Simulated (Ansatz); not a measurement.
# Exchange couplings and ordering temperature of ferromagnetic R-3m NaNiO2 under biaxial strain, LDA+U with U = 3.6 eV on Ni

A layered nickelate grown as a thin film takes up part of the in-plane spacing of its substrate, and a magnetic device built on it needs to know whether that strain strengthens or weakens the order. We follow this for NaNiO2 in the R-3m structure with ferromagnetic order imposed. The Ni layers are stretched or compressed by up to 4 % against the unstrained cell, while the length along c is held. For each strain we calculate the exchange couplings of two Ni–Ni shells, both within the layers, and the ordering temperatures that follow from the full set of couplings. A positive coupling favours parallel moments. The comparison is between strains at one level of theory, not with experiment.

## Computational details

One crystal, NaNiO2 (R-3m), in a magnetic cell of 4 atom(s), 1 counted as magnetic (Ni), from cells of the Materials Project database (relaxed there by DFT); atoms are fixed and move with the cell. Ansatz 0.2.0, plane waves with its default PAW datasets, cutoff 420 eV, collinear spins without spin-orbit coupling, Fermi-Dirac smearing of 0.1 eV. The k mesh is 10×10×10 and the sums for the couplings run over 10×10×10. Functional: LDA with Dudarev U (eV) Ni 3.6. Every run keeps the ferromagnetic pattern of signs of the first run. The couplings are taken at constrained moments: the directions are held and the rest of the density and field relaxes in linear response. Runs that did not converge or carry a known fault are not listed.

Notes on method and selection:

- J is defined by E = -sum over ordered pairs (each pair twice) of J e_i.e_j with unit vectors e, a classical Heisenberg model without biquadratic or multi-spin terms, so J > 0 favours parallel moments and the moment's size is inside J.
- All temperatures are for classical unit spins; for spin S a quantum mean-field treatment is higher by (S+1)/S. Mean field neglects fluctuations and lies above the Tyablikov (random-phase) and Monte Carlo values.
- The ferromagnetic order is the lowest of a few collinear starts in the unstrained cell and is kept under strain without a new comparison, so it need not be the true ground state; spin-orbit coupling is left out.
- The mean-field temperature is left blank where it belongs to another wavevector than in the first run.
- Ansatz's own search for a lower self-consistent state was switched off in these runs, so a run may rest in a state that is not the lowest for its pattern of moments.
- Where several measured values exist, one near their median is shown, and none where they scatter widely or belong to another phase or kind of order.
- The shells shown are the strongest of the first run whose pairs agree within a shell.
- For crystals with 4f or 5f elements only couplings at constrained moments are used, since rigid ones can be several times too large.
- Runs that did not converge, have known faults or may not be shown are not listed, and runs on Ansatz's PAW sets soft_1 and soft_2 are kept to separate tables.

Columns:

- strain (%): biaxial strain normal to the conventional c, the length along it held, change of length against the unstrained cell.
- moment (μB): largest spin moment inside an atomic sphere.
- pair length (Å): mean length of the pairs that lie 5.89 Å apart in the first cell.
- gap on mesh (eV): band gap on the run's k mesh by the count of bands (negative: bands overlap, a metal).
- Tyablikov T (K): Tyablikov (random-phase) ordering temperature from the same couplings.
- J at 5.89 Å (meV): mean J of the Ni–Ni pairs that lie 5.89 Å apart in the first cell (6 such neighbours an atom).
- J at 2.95 Å (meV): mean J of the Ni–Ni pairs that lie 2.95 Å apart in the first cell (6 such neighbours an atom).
- mean-field T (K): mean-field ordering temperature, 2/(3 kB) times the largest J(q) over wavevectors and sublattice modes.

## Computed values

```
member  strain (%)  moment (μB)  pair length (Å)  gap on mesh (eV)  Tyablikov T (K)  J at 5.89 Å (meV)  J at 2.95 Å (meV)  mean-field T (K)
−4 %    −4          0.908        5.655            −0.802            214              3.72               2.509              284.8
−2 %    −2          0.936        5.773            −0.773            212              3.31               2.770              280.9
+0 %    0           0.965        5.890            −0.742            209              2.97               2.915              275.3
+2 %    2           ?            ?                −0.712            ?                ?                  ?                  ?
+4 %    4           1.034        6.126            −0.670            198              2.47               2.875              257.4
```

Cells marked ? are withheld until the estimate has been made.

J at 5.89 Å (meV) against strain (%), members shown:

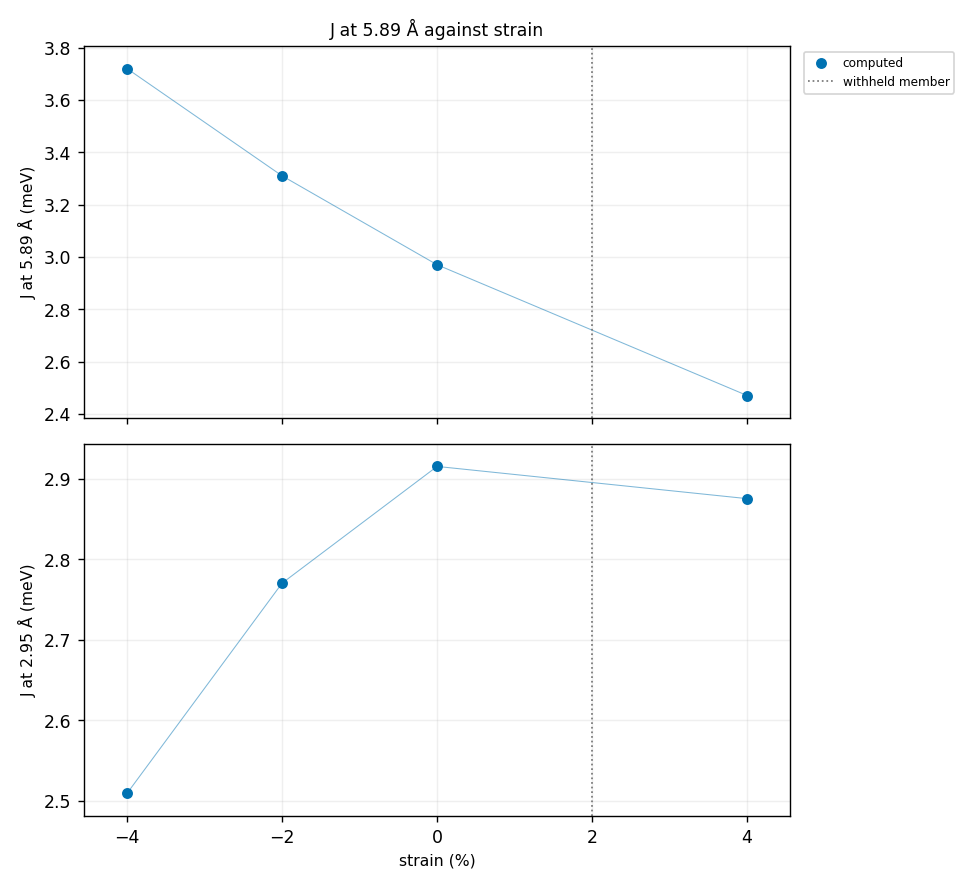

## What drives the series

Tension weakens the ferromagnetism. From −4 % to +4 % the mean-field temperature falls from 284.8 to 257.4 K and the Tyablikov temperature from 214 to 198 K.

The two shells behave differently. The coupling at 5.89 Å falls at every step shown, from 3.72 to 2.47 meV, and the fall slows: (2.97 − 3.31) / 2 = −0.17 meV per % just below zero strain, (2.47 − 2.97) / 4 = −0.125 meV per % above it. The coupling at 2.95 Å rises from 2.509 to 2.915 meV at zero strain and is slightly lower, 2.875 meV, at +4 %.

With six neighbours in each shell, the mean-field temperature from these shells alone is T = 2 × 6 × (sum of the two J) / (3 kB), with kB = 0.08617 meV/K. Between the end strains the longer coupling takes away 58 K and the shorter one gives back 17 K. The net loss of 41 K exceeds the tabled 27 K, so pairs not tabled return about 14 K.

The longer coupling probably runs along Ni–O–O–Ni paths within the layer, which bend at the oxygens. Low-spin Ni³⁺ has one electron in two e_g orbitals, which point at the oxygens. Hopping through a partly filled e_g band favours parallel spins, and it weakens as the Ni–O and O–O distances grow. The band overlap shrinks from 0.802 to 0.670 eV, as expected for narrower bands. The Ni moment grows meanwhile from 0.908 to 1.034 μB, which by itself would raise J. For the shorter pairs, a possible cause of the rise is an antiferromagnetic contribution that fades with distance.

Real NaNiO2 is an insulator with a Jahn–Teller distortion at room temperature and below, and its ferromagnetic layers are stacked antiparallel. The calculated temperatures therefore belong to the undistorted metallic ferromagnet and not to the material as it orders.

## An estimate before looking

Plain estimates from the members shown:

- +2 %, straight-line interpolation between +0 % and +4 %: w = (2 − 0) / (4 − 0) = 0.500, so 2.97 + 0.500 × (2.47 − 2.97) = 2.72 meV

The straight line between 0 % and +4 % gives 2.72 meV at +2 %. It should lie slightly too high, because hopping through the oxygens decays with distance along a curve that flattens, and the rows show this flattening.

We take the curvature from the rows at −2 %, 0 % and +4 %. The slope changes from −0.170 to −0.125 meV per %, which gives a quadratic coefficient of (−0.125 + 0.170) / 6 = 0.0075 meV per %². At +2 % the shift from the straight line is 0.0075 × (2 − 0) × (2 − 4) = −0.03 meV, so the estimate is 2.72 − 0.03 = 2.69 meV.

The row at −4 % was not used and serves as a test. The same parabola gives 2.97 + 0.125 × 4 + 0.0075 × 4 × 8 = 3.71 meV there, against 3.72 meV in the table, although this point lies outside the fitted range.

The band overlap at +2 %, 0.712 eV, fits smoothly between its neighbours and gives no sign of a different electronic state, so no further shift is made.

For the error we use the dependence on the form of the curve. An exponential through the same two neighbours gives √(2.97 × 2.47) = 2.71 meV, which is 0.02 meV higher. This is also larger than the miss of 0.01 meV in the test, and we take 0.02 meV as one standard deviation.

**Committed estimate, +2 %: J at 5.89 Å = 2.69 ± 0.02 meV.**

## Outcome

```
member  strain (%)  moment (μB)  pair length (Å)  gap on mesh (eV)  Tyablikov T (K)  J at 5.89 Å (meV)  J at 2.95 Å (meV)  mean-field T (K)
+2 %    2           0.998        6.008            −0.712            204              2.70               2.944              267.3
```

```
member  estimate       J at 5.89 Å (meV)  computed  estimate − computed  miss in error bars
+2 %    committed      2.69               2.70      −0.01                0.5
+2 %    interpolation  2.72               2.70      +0.02
```

J at 5.89 Å (meV) against strain (%):

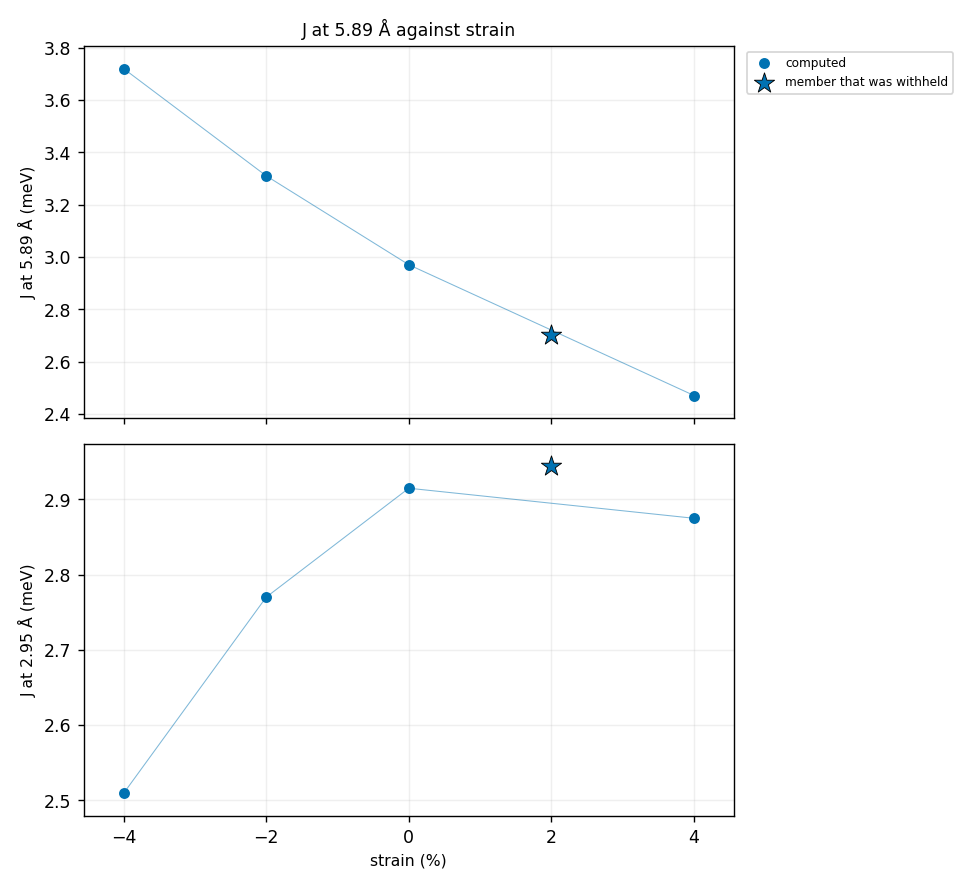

The estimate of 2.69 ± 0.02 meV lies 0.01 meV below the computed 2.70 meV, inside its error bar. The straight line gave 2.72 meV and missed by 0.02 meV. The expected flattening is therefore present, though small. The exponential gave 2.71 meV and came equally close, so the result favours neither form of curve.

The result agrees with hopping that weakens as the layers are stretched, but any coupling that decays smoothly with distance would have passed the same test. It doesn't single out the Ni–O–O–Ni path.

One of our earlier arguments needs correcting. We said that the growing Ni moment would by itself raise J. The total moment of the cell stays at the same whole number at every strain, as in a half-metal, and the oxygen moments turn against Ni under tension. The growth is thus a redistribution between Ni and oxygen, not a larger total spin, and gives no clear reason for a stronger coupling.

## Exceptions

None of the five strains stands out. The coupling at 2.95 Å is largest at +2 %, with 2.944 meV, but its successive changes, 2.770 − 2.509 = 0.261, 2.915 − 2.770 = 0.145, 2.944 − 2.915 = 0.029 and 2.875 − 2.944 = −0.069 meV, show a gradual turn and not a stray point.

## Rules of thumb and their limits

Between −4 and +4 %, tension lowers the ordering temperature at every step. The mean-field value falls by (284.8 − 275.3) / 4 = 2.4 K per % on the compressed side and by (275.3 − 257.4) / 4 = 4.5 K per % on the stretched side, where the shorter coupling barely rises and then falls, so that it no longer makes up for part of the loss in the longer one. At 2 % tension the table gives 8.0 K, or 2.9 %, less than without strain. This holds for a fixed length along c, whereas a real film would also relax in that direction. A strain between the rows can be interpolated to about 0.02 meV in the longer coupling.

The absolute temperatures are less certain than the 27 K spread. Quantum spins of ½ would raise the mean-field temperatures by a factor of (½ + 1) / ½ = 3. The Jahn–Teller distortion, left out here, probably acts the other way, since it localises the e_g electron and so removes the hopping through a partly filled band. Real NaNiO2 does order far below the temperatures calculated here, but these runs can't tell how much of that is due to the distortion.

[Logs are printed without paths, hosts, clocks, repeated set-up lines and the standing remarks that a program may print on its own settings, such as how far it seeks lower states.]
